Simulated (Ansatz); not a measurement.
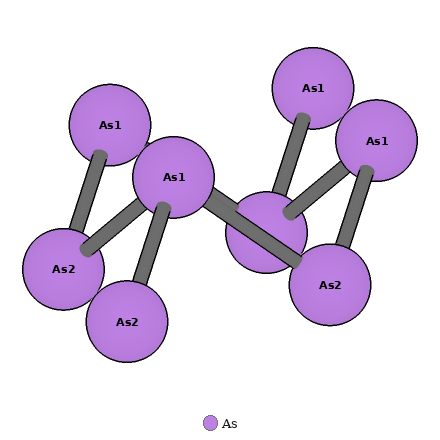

The system is a two-dimensional sheet of As of the honeycomb type (2 atoms in the cell); the picture shows the reference structure. The lattice constant and the buckling of a sheet are varied, nothing relaxed. First axis: lattice constant a of the sheet (both vectors scaled alike). Second axis: buckling: height of As1 above As2. The scan uses an 8 × 8 grid. Points are written as (first, second). Energies: meV/atom, counted from the lowest grid point. Computed with DFT PBE, scalar-relativistic, plane waves, PAW in Ansatz. Settings: cutoff 420 eV, k-mesh 9×9×1, gaussian smearing 0.02 eV, no spin polarisation.

Its coordinates:

```xyz
2
Lattice="3.5550 0.0000 0.0000 -1.7775 3.0787 0.0000 0.0000 0.0000 28.0000" Properties=species:S:1:pos:R:3 pbc="T T T"
As    0.0000    2.0525   14.7450
As    1.7775    1.0262   13.2550
```

Range: lattice constant a of the sheet (both vectors scaled alike) from 3.381 to 3.786 Å; buckling: height of As1 above As2 from 0.000 to 2.086 Å.

Q: What will the energy surface look like?

A: The lowest grid point is at (3.555 Å, 1.490 Å). The highest grid point, (3.381 Å, 0.000 Å), lies 4056 meV/atom above the lowest.

```csv
"second ↓, first →",3.381,3.439,3.497,3.555,3.612,3.670,3.728,3.786
2.086,716,764,807,847,891,938,983,1032
1.788,334,334,345,362,380,407,437,474
1.490,75,34,10,0,3,18,43,77
1.192,350,256,185,134,101,83,79,88
0.894,1377,1174,1004,860,745,652,570,503
0.596,2649,2288,1981,1703,1471,1271,1105,965
0.298,3671,3172,2731,2356,2042,1768,1526,1316
0.000,4056,3513,3025,2608,2260,1949,1673,1432
```

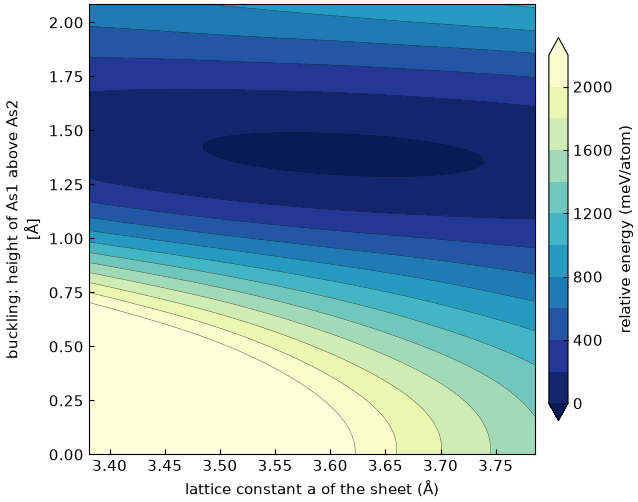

Drawn: filled contours, one colour for all values above the top of the scale. Between grid points the surface is interpolated.

Each point was launched as `ansatz run input.yaml --threads 1 --pin off --max-ram 3072MiB --backend cpu --events-out ev --progress --plain --runs-dir out`. Time for the 64 points that were run: 2.3 min on 1 thread of AMD EPYC 9R45 96-Core Processor (Zen 5), on a shared host.
